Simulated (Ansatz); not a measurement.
Run report: Al₂Pt, geometry relaxation

- system: Al₂Pt (Fm-3m, 3 atoms in the cell)
- method: DFT PBEsol, scalar-relativistic, plane waves, PAW, no spin polarisation (Ansatz 0.2.0)

The structure derives from an entry of the Crystallography Open Database. It belongs to a series of runs on one base structure; here: relaxed at 12 GPa. Figures and captions count atoms from 1; the log counts them from 0 in places.

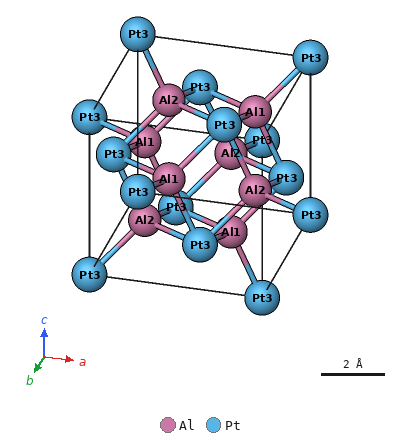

The input geometry (ball-and-stick view of the cell 4 times as large as that of the calculation, set on its symmetry axes, seen at an oblique angle; atoms are numbered from 1 in the order of the input). An atom can appear more than once, as a periodic image. Near neighbours in the periodic cell (some may lie outside the picture): Al has 4 Pt at 2.49 Å; Pt has 8 Al at 2.49 Å.

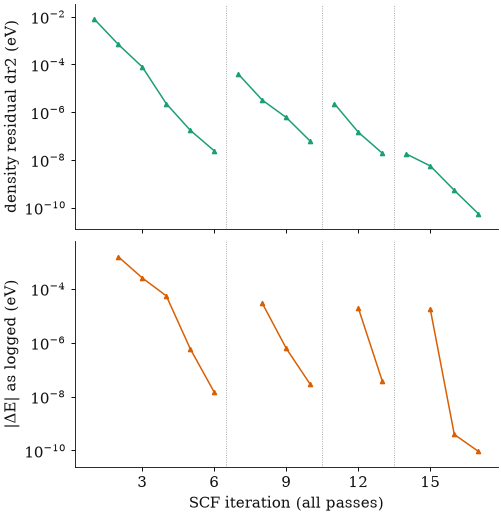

Convergence of the self-consistent field: density residual dr2 and size of the energy change against the SCF iteration. The dotted lines part the SCF passes of the relaxation: geometry steps, rejected trials and re-solves on a re-selected basis. The passes take 6, 4, 3 and 4 iterations.

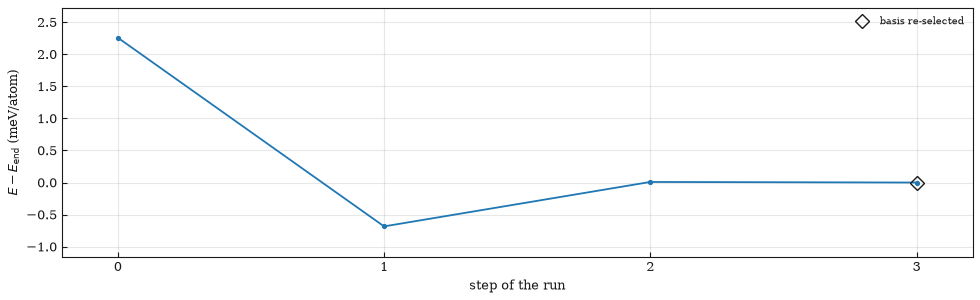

Progress of the relaxation, step by step (the first geometry is step 0 here and step 1 in the log). The energy falls by 2.2 meV per atom in 2 geometry steps. All forces vanish by symmetry, so only the cell relaxes. The pressure goes from 12.36 to 12.00 GPa. No atom moves by more than 0.005 Å relative to the cell. A last SCF at the same geometry on a re-selected plane-wave basis shifts the energy by next to nothing (0.0 meV per atom).

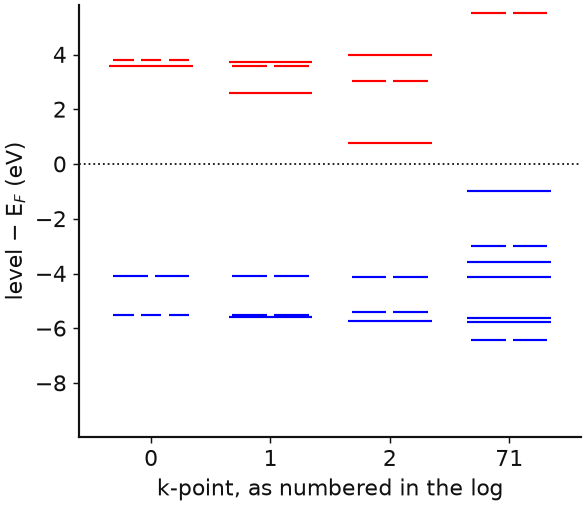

Kohn–Sham levels near the Fermi level (dotted) at the few k-points that the log prints; levels within 0.02 eV of each other stand side by side. The system is metallic on the full mesh.

The input that produced these results follows, with the program's output.

### Input file
```yaml
crystal:
  lattice:
    - [0.0, 2.8750470449, 2.8750470449]
    - [2.8750470449, 0.0, 2.8750470449]
    - [2.8750470449, 2.8750470449, 0.0]
  atoms:
    - { symbol: Al, position: [0.25, 0.25, 0.25] }
    - { symbol: Al, position: [0.75, 0.75, 0.75] }
    - { symbol: Pt, position: [0.0, 0.0, 0.0] }
basis:
  ecutwfc: 420
kpoints:
  mp_grid: { grid: [12, 12, 12] }
hamiltonian:
  xc: pbesol
scf:
  occupations: { method: gaussian, width: 0.1 }
output:
  forces: true
  stress: true
  eigenvalues: true
relax:
  adjacent_minimum: "off"
  f_tol: 0.008
  max_steps: 50
  cell: { stress_tol: 0.08, p_target: 12.0 }
```

Command:
```bash
ansatz run input.yaml --threads 1 --pin off --max-ram 2560MiB --backend cpu --events-out ev --progress --plain --runs-dir out
```

### Output
```
Engine: ansatz 0.2.0, aarch64-unknown-linux-gnu
Pseudopotentials: kind: paw
Pseudopotential: Al, paw, valence charge 3, recommended cutoff 420 eV (normal), Al.paw.azcp
Pseudopotential: Pt, paw, valence charge 18, recommended cutoff 420 eV (normal), Pt.paw.azcp
Functional definition: PBEsol
  exchange = pbesol_x
  correlation = pbesol_c
Crystal: 3 atoms, lattice volume = 47.530 Å³
Basis set: ecut = 420 eV, 941 PW (Γ), exchange–correlation on 60×60×60 points (8 copies of the dense FFT grid, shifted against one another)
Bands: 16, of which v1, the nominal top of the filled ones, is band 12 counted from 1 (11 counted from 0)
Symmetry: 48 space group operations
Space group: Fm-3m (ITA 225), of the structure as read, at distance tolerance 3.6e-5 Å
k-points: 72 of 1728
Non-local potential: Al, projectors of the file, l = 0: 2, l = 1: 2, l = 2: 1
Non-local potential: Pt, projectors of the file, l = 0: 3, l = 1: 2, l = 2: 2, l = 3: 1
PAW form: soft (Blöchl's): semilocal exchange-correlation on the pseudo side does not see the compensation charge
PAW frozen core: Al, regenerated for the run's functional, and the local potential with it (the file was generated under x = pbe(κ = 0.804, μ = 0.2195149727645171), c = pbe(β = 0.06672455060314922))
PAW frozen core: Pt, regenerated for the run's functional, and the local potential with it (the file was generated under x = pbe(κ = 0.804, μ = 0.2195149727645171), c = pbe(β = 0.06672455060314922))
PAW one-centre angular grid: Al, 110 points (default); XC on 64 Gauss nodes
PAW one-centre angular grid: Pt, 590 points (default); XC on 64 Gauss nodes
Initial density: superposition of atomic densities (neutral atoms: chi_scale 0, normalization atom), corrected by the library's trained network
Initial wavefunctions: pseudopotential atomic-orbital guess
Functional: x = pbesol(κ = 0.804, μ = 0.12345679012345678), c = pbesol(β = 0.046)
SCF iter   1: F=—  HF=-13435.383235 eV  |F-HF|=—  |Δ(HF+E_count)|=         —  Δρ=3.23e-3  dr2=7.83e-3  ethr=1.77e-3  ⟨swp⟩=5.2  Hψ=6059  notcnv=0
preconditioner: auto → Kerker (q_TF=auto, 2.435 Å⁻¹)  [metal: Δε(μ)=0.050 eV  Ē_g=8.868 eV  σ=0.100 eV  W_gap=0.27  n_scr=14 (ndim 8)  ℏωp=21.5 eV  f_vac=0.000  D(μ)=1.13/eV (n_scr^D=8)]
SCF iter   2: F=—  HF=-13435.381714 eV  |F-HF|=—  |Δ(HF+E_count)|=   1.52e-3  Δρ=1.07e-3  dr2=6.84e-4  ethr=3.26e-5  ⟨swp⟩=1.9  Hψ=2072  notcnv=0
SCF iter   3: F=—  HF=-13435.381465 eV  |F-HF|=—  |Δ(HF+E_count)|=   2.49e-4  Δρ=4.26e-4  dr2=7.78e-5  ethr=2.85e-6  ⟨swp⟩=2.2  Hψ=1616  notcnv=0
SCF iter   4: F=—  HF=-13435.381411 eV  |F-HF|=—  |Δ(HF+E_count)|=   5.38e-5  Δρ=6.46e-5  dr2=2.24e-6  ethr=3.24e-7  ⟨swp⟩=2.5  Hψ=1968  notcnv=0
SCF iter   5: F=—  HF=-13435.381410 eV  |F-HF|=—  |Δ(HF+E_count)|=   5.83e-7  Δρ=1.74e-5  dr2=1.72e-7  ethr=9.32e-9  ⟨swp⟩=2.3  Hψ=1651  notcnv=0
SCF iter   6: F=-13435.381410 eV  HF=-13435.381410 eV  |F-HF|=9.05e-9  |Δ(HF+E_count)|=   1.43e-8  Δρ=5.75e-6  dr2=2.36e-8  ethr=4.17e-10  ⟨swp⟩=5.0  Hψ=4069  notcnv=0
SCF 1 converged in 6 iterations: F = -13435.381410 eV  dr2 = 2.36e-8
  greatest PAW one-centre occupation: 1.000 electrons in one spin orbital (limit 2), on the Pt atom at site 2 (counted from 0), in its partial waves of l = 0
relax step   1: F+E_penalty+E_count = -13435.38141040 eV  Δ(F+E_penalty+E_count) = +0.000e0 eV  max|allowed force component| = 1.234e-17 eV/Å  Δτ_max = 0.0000 Å  P = +12.357 GPa  Ω = 47.530 Å³  (6 SCF iters, dr2 threshold 1.00e-7 eV, accepted)
Crystal: 3 atoms, lattice volume = 47.647 Å³
Initial density: handed on by an earlier stage of this run
Initial wavefunctions: those handed on with the density
iter 1 solved again at ethr=1.28e-7 eV; its pass at ethr=3.10e-3 eV (dr2=3.07e-5 eV) is discarded
SCF iter   1: F=—  HF=-13435.390265 eV  |F-HF|=—  |Δ(HF+E_count)|=         —  Δρ=2.48e-4  dr2=3.90e-5  ethr=1.28e-7  ⟨swp⟩=2.0  Hψ=6535  notcnv=0
preconditioner: auto → Kerker (q_TF=auto, 2.434 Å⁻¹)  [metal: Δε(μ)=0.051 eV  Ē_g=8.880 eV  σ=0.100 eV  W_gap=0.28  n_scr=14 (ndim 8)  ℏωp=21.5 eV  f_vac=0.000  D(μ)=1.13/eV (n_scr^D=8)]
SCF iter   2: F=—  HF=-13435.390236 eV  |F-HF|=—  |Δ(HF+E_count)|=   2.86e-5  Δρ=1.04e-4  dr2=3.16e-6  ethr=1.28e-7  ⟨swp⟩=2.4  Hψ=1707  notcnv=0
SCF iter   3: F=—  HF=-13435.390235 eV  |F-HF|=—  |Δ(HF+E_count)|=   6.03e-7  Δρ=4.33e-5  dr2=5.92e-7  ethr=1.25e-9  ⟨swp⟩=5.4  Hψ=4964  notcnv=0
SCF iter   4: F=-13435.390235 eV  HF=-13435.390235 eV  |F-HF|=2.06e-9  |Δ(HF+E_count)|=   2.80e-8  Δρ=8.28e-6  dr2=6.00e-8  ethr=1.25e-9  ⟨swp⟩=4.1  Hψ=3835  notcnv=0
SCF 2 converged in 4 iterations: F = -13435.390235 eV  dr2 = 6.00e-8
relax step   2: F+E_penalty+E_count = -13435.39023546 eV  Δ(F+E_penalty+E_count) = -8.825e-3 eV  max|allowed force component| = 8.250e-17 eV/Å  Δτ_max = 0.0000 Å  P = +11.888 GPa  Ω = 47.647 Å³  energy of the carried Pulay correction = -4.444e-5 eV  (4 SCF iters, dr2 threshold 3.00e-7 eV, accepted)
Crystal: 3 atoms, lattice volume = 47.619 Å³
iter 1 solved again at ethr=7.42e-9 eV; its pass at ethr=3.10e-3 eV (dr2=1.78e-6 eV) is discarded
SCF iter   1: F=—  HF=-13435.388176 eV  |F-HF|=—  |Δ(HF+E_count)|=         —  Δρ=5.86e-5  dr2=2.26e-6  ethr=7.42e-9  ⟨swp⟩=2.0  Hψ=6537  notcnv=0
preconditioner: auto → Kerker (q_TF=auto, 2.434 Å⁻¹)  [metal: Δε(μ)=0.051 eV  Ē_g=8.882 eV  σ=0.100 eV  W_gap=0.27  n_scr=14 (ndim 8)  ℏωp=21.5 eV  f_vac=0.000  D(μ)=1.13/eV (n_scr^D=8)]
SCF iter   2: F=—  HF=-13435.388157 eV  |F-HF|=—  |Δ(HF+E_count)|=   1.91e-5  Δρ=2.34e-5  dr2=1.43e-7  ethr=7.42e-9  ⟨swp⟩=2.4  Hψ=1696  notcnv=0
SCF iter   3: F=-13435.388157 eV  HF=-13435.388157 eV  |F-HF|=5.86e-9  |Δ(HF+E_count)|=   3.72e-8  Δρ=9.47e-6  dr2=1.89e-8  ethr=1.30e-10  ⟨swp⟩=4.1  Hψ=3721  notcnv=0
SCF 3 converged in 3 iterations: F = -13435.388157 eV  dr2 = 1.89e-8
relax step   3: F+E_penalty+E_count = -13435.38815733 eV  Δ(F+E_penalty+E_count) = +2.078e-3 eV  max|allowed force component| = 1.126e-16 eV/Å  Δτ_max = 0.0000 Å  P = +11.999 GPa  Ω = 47.619 Å³  energy of the carried Pulay correction = -3.383e-5 eV  (3 SCF iters, dr2 threshold 3.13e-8 eV, accepted)
Initial wavefunctions: pseudopotential atomic-orbital guess (no wavefunctions were taken with the density)
iter 1 solved again at ethr=2.90e-8 eV; its pass at ethr=3.10e-3 eV (dr2=6.96e-6 eV) is discarded
SCF iter   1: F=—  HF=-13435.388201 eV  |F-HF|=—  |Δ(HF+E_count)|=         —  Δρ=9.26e-6  dr2=1.75e-8  ethr=2.90e-8  ⟨swp⟩=3.8  Hψ=9507  notcnv=0
preconditioner: auto → Kerker (q_TF=auto, 2.434 Å⁻¹)  [metal: Δε(μ)=0.051 eV  Ē_g=8.882 eV  σ=0.100 eV  W_gap=0.28  n_scr=14 (ndim 8)  ℏωp=21.5 eV  f_vac=0.000  D(μ)=1.13/eV (n_scr^D=8)]
SCF iter   2: F=—  HF=-13435.388184 eV  |F-HF|=—  |Δ(HF+E_count)|=   1.70e-5  Δρ=5.29e-6  dr2=5.52e-9  ethr=7.30e-11  ⟨swp⟩=2.0  Hψ=1828  notcnv=0
SCF iter   3: F=—  HF=-13435.388184 eV  |F-HF|=—  |Δ(HF+E_count)|=  3.91e-10  Δρ=9.21e-7  dr2=5.25e-10  ethr=2.30e-11  ⟨swp⟩=2.9  Hψ=2035  notcnv=0
SCF iter   4: F=-13435.388184 eV  HF=-13435.388184 eV  |F-HF|=1.46e-11  |Δ(HF+E_count)|=  9.28e-11  Δρ=3.41e-7  dr2=5.48e-11  ethr=1.00e-12  ⟨swp⟩=3.0  Hψ=4518  notcnv=0
SCF 4 converged in 4 iterations: F = -13435.388184 eV  dr2 = 5.48e-11
relax step   4: F+E_penalty+E_count = -13435.38818372 eV  Δ(F+E_penalty+E_count) = -2.639e-5 eV  max|allowed force component| = 1.180e-16 eV/Å  Δτ_max = 0.0000 Å  P = +12.000 GPa  Ω = 47.619 Å³  stress off target by 4.21e-4 GPa  SCF on the basis re-selected at this cell (its energy is not comparable with the rows above)  (4 SCF iters)
basis re-selected at this cell: Δ(F+E_penalty+E_count) = -2.639e-5 eV, ΔP = +0.001 GPa vs the last step (what re-selecting the basis moved, of the pressure what is left beyond the Pulay correction that the steps carried, after the strain that the cell walked since its last selection, with what the two solves' SCF thresholds leave and, on support functions, any second-order correction that the steps lacked; it is no measure of the basis error at this ecutwfc). This SCF's stress stands 4.21e-4 GPa from its target on what of the cell is left free (relax.cell.stress_tol is 8.00e-2 GPa) and its largest allowed force component is 1.18e-16 eV/Å (relax.f_tol is 8.00e-3 eV/Å): within both
SCF converged after 4 iterations
Free energy (F): -13435.388184 eV
Harris-Foulkes:  -13435.388184 eV  (|F-HF|=1.46e-11)
Internal energy: -13435.382519 eV  (E = F + TS)
E sigma→0 (E₀):  -13435.385351 eV
Entropy (-TS):   -0.005665 eV (-1.888 meV/atom)
Fermi energy:    12.577845 eV
--- Per-component energies (eV) ---
  E_band       = -290.482262
  E_kinetic    = 692.860654
  E_local      = -2615.057293  (includes V_loc(G=0)·N_el)
  E_nonlocal   = 221.600473
  E_hartree    = 1038.375844
  E_xc         = -343.387828
  E_vxc        = -366.285560  (∫ρ·V_xc dr)
  E_paw        = -10226.669683  (= ΣΔE_a)
  E_vpaw       = -300.352710  (= ΣTr[D̂ρ^β])
  E_aug_tail   = 0.000176  (compensation charges beyond the density's cutoff)
  E_ewald      = -2203.430122
  E_core_change = 0.325259  (= ΣΔE_core)
  E_smearing   = -0.005665  (= −TS)
  E_closure    = 0.000000  (closes the sum)
  Σ components = -13435.388184   (vs F -13435.388184, Δ=0.00e0)
--- Forces (eV/Å), atoms counted from 1 ---
  atom   1  Al     0.00000000     0.00000000     0.00000000
  atom   2  Al    -0.00000000    -0.00000000    -0.00000000
  atom   3  Pt     0.00000000    -0.00000000     0.00000000
  max |Σ_I F_I| component: 1.39e-17 eV/Å
--- Stress (GPa, compression-positive) ---
       12.000421       0.000000       0.000000
        0.000000      12.000421       0.000000
        0.000000       0.000000      12.000421
  P = ⅓ Tr σ = 12.0004 GPa (120.004 kbar)
--- Band table (eV; the first three rows and the last of 72) ---
  k-point 0: bands = ["-86.5652", "-40.7866", "-40.7866", "-40.7866", "1.7385", "7.0462", "7.0462", "7.0462", "8.4891", "8.4891", "16.1616", "16.4001", "16.4001", "16.4001", "18.4414", "18.4414"]
  k-point 1: bands = ["-86.5652", "-40.7869", "-40.7866", "-40.7866", "1.8408", "6.9916", "7.0815", "7.0815", "8.4759", "8.4759", "15.1895", "16.1719", "16.1719", "16.2984", "18.6811", "18.6811"]
  k-point 2: bands = ["-86.5652", "-40.7875", "-40.7867", "-40.7867", "2.1425", "6.8457", "7.1728", "7.1728", "8.4549", "8.4549", "13.3652", "15.6197", "15.6197", "16.5664", "18.5341", "18.6011"]
  k-point 71: bands = ["-86.5652", "-40.7892", "-40.7892", "-40.7879", "6.1681", "6.1681", "6.8022", "6.9479", "8.4382", "9.0101", "9.5918", "9.5918", "11.6121", "18.1121", "18.1121", "18.8041"]
--- Relaxed structure (3 steps of the walk, 3 accepted, 1 SCFs on fresh bases) ---
  F+E_penalty+E_count = -13435.38818372 eV   max|allowed force component| = 1.180e-16 eV/Å   (the final SCF, on the basis selected at the relaxed cell)
  cell:  # Å, volume = 47.6189 Å³
    - [1.4649194594574825e-34, 2.8768446787480393, 2.8768446787480393]
    - [2.8768446787480393, 2.1655331139806256e-34, 2.8768446787480393]
    - [2.8768446787480393, 2.8768446787480393, 5.413832784951565e-34]
  atoms:
    - { symbol: Al, position: [0.25, 0.25, 0.25] }
    - { symbol: Al, position: [0.75, 0.75, 0.75] }
    - { symbol: Pt, position: [2.497504153712373e-35, -3.9163423690926254e-35, -1.0030720989880897e-35] }
```

### Trajectory as extended XYZ (Å, eV, eV/Å), 4 frames, from step=1 to step=4
```
3
Lattice="0.0000 2.8750 2.8750 2.8750 0.0000 2.8750 2.8750 2.8750 0.0000" Properties=species:S:1:pos:R:3:forces:R:3 step=1 energy=-13435.38141 pressure_GPa=12.36
Al    1.4375    1.4375    1.4375    0.0000   0.0000   0.0000
Al    4.3126    4.3126    4.3126    0.0000   0.0000   0.0000
Pt    0.0000    0.0000    0.0000    0.0000   0.0000   0.0000
3
Lattice="0.0000 2.8774 2.8774 2.8774 0.0000 2.8774 2.8774 2.8774 0.0000" Properties=species:S:1:pos:R:3:forces:R:3 step=2 energy=-13435.39024 pressure_GPa=11.89
Al    1.4387    1.4387    1.4387    0.0000   0.0000   0.0000
Al    4.3161    4.3161    4.3161    0.0000   0.0000   0.0000
Pt    0.0000    0.0000    0.0000    0.0000   0.0000   0.0000
3
Lattice="0.0000 2.8768 2.8768 2.8768 0.0000 2.8768 2.8768 2.8768 0.0000" Properties=species:S:1:pos:R:3:forces:R:3 step=3 energy=-13435.38816 pressure_GPa=12.00
Al    1.4384    1.4384    1.4384    0.0000   0.0000   0.0000
Al    4.3153    4.3153    4.3153    0.0000   0.0000   0.0000
Pt    0.0000    0.0000    0.0000    0.0000   0.0000   0.0000
3
Lattice="0.0000 2.8768 2.8768 2.8768 0.0000 2.8768 2.8768 2.8768 0.0000" Properties=species:S:1:pos:R:3:forces:R:3 step=4 energy=-13435.38818 pressure_GPa=12.00
Al    1.4384    1.4384    1.4384    0.0000   0.0000   0.0000
Al    4.3153    4.3153    4.3153    0.0000   0.0000   0.0000
Pt    0.0000    0.0000    0.0000    0.0000   0.0000   0.0000
```

### Summary

| quantity | value |
| --- | --- |
| outcome | converged |
| space group (tolerance 0.01 Å) | Fm-3m (225) |
| electrons treated | 24 |
| free energy | −13435.3882 eV |
| Fermi energy | 12.578 eV |
| gap on the k-point mesh | none (metallic) |
| pressure | 12.00 GPa |
| final volume | 47.62 Å³ |
| largest force (length of the vector) at the end | under 0.001 eV/Å |
| final cell | a = 4.068 Å, b = 4.068 Å, c = 4.068 Å, α = 60.00°, β = 60.00°, γ = 60.00° |
| hardware | 1 thread of Arm Neoverse V2, 24 GiB of memory available, shared host |
| wall time | 8.8 s |
| peak memory | 0.33 GiB |

### Notes

Spin–orbit coupling is left out, which matters for Pt. The cell was relaxed to the target pressure of the input; what is minimised is then the enthalpy E + pV.
